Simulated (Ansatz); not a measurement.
System: Rh, space group Fm-3m (No. 225).

Structure:
```yaml
crystal:
  lattice:
    - [1.89997, 1.89997, 0.00000]
    - [-1.89997, 1.89997, 0.00000]
    - [0.00000, 0.00000, 3.79994]
  atoms:
    - { symbol: Rh, position: [0.00000, 0.00000, 0.00000] }
    - { symbol: Rh, position: [0.50000, 0.50000, 0.50000] }
```

One of the inputs:
```
crystal:
  lattice:
    - [1.8999717035, 1.8999717035, 0.0]
    - [-1.8999717035, 1.8999717035, 0.0]
    - [0.0, 0.0, 3.799943407]
  atoms:
    - { symbol: Rh, position: [0.0, 0.0, 0.0] }
    - { symbol: Rh, position: [0.5, 0.5, 0.5] }
basis:
  ecutwfc: 500
kpoints:
  mp_grid: { grid: [20, 20, 14] }
hamiltonian:
  xc: r2scan
scf:
  occupations: { method: gaussian, width: 0.1 }
output:
  forces: true
  stress: true
  eigenvalues: true
```

Command:
```bash
ansatz run input.yaml --threads 1 --pin off --max-ram 2560MiB --backend cpu --events-out ev --progress --plain --runs-dir out
```

How it was computed, with Ansatz 0.2.0: energy, stress and cell of a relaxed crystal along a series of strains, atoms and what the cell freedom names relaxed within the symmetry; plane waves with PAW datasets, Γ-centred k mesh; energies extrapolated to zero smearing. Level: r2SCAN, no spin polarisation.

- wave cutoff: 500 eV
- k mesh: 20×20×14
- occupations: Gaussian
- smearing width: 0.1 eV
- strain kind: isotropic
- cell freedom: cell held, all vectors scaled

What does the calculation give for the energy change against strain? The strain takes the values −3, −2, −1, 0, 1, 2, 3 %.

The energy rises on both sides of the starting structure, which is therefore a minimum along this path. The energy change is 111 meV/atom at strain −3 % and 87 meV/atom at 3 %; the lowest computed point is at strain 0 % (0 meV/atom), and no other minimum shows. The solid is metallic at every point.

```
strain (%)  energy change (meV/atom)
        -3                       111
        -2                        47
        -1                        11
         0                         0
         1                        11
         2                        40
         3                        87
```

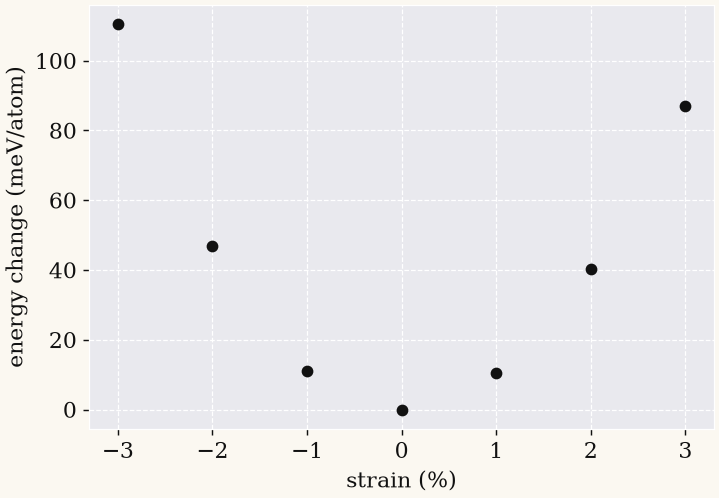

Note: given cell holds a small stress on this mesh.
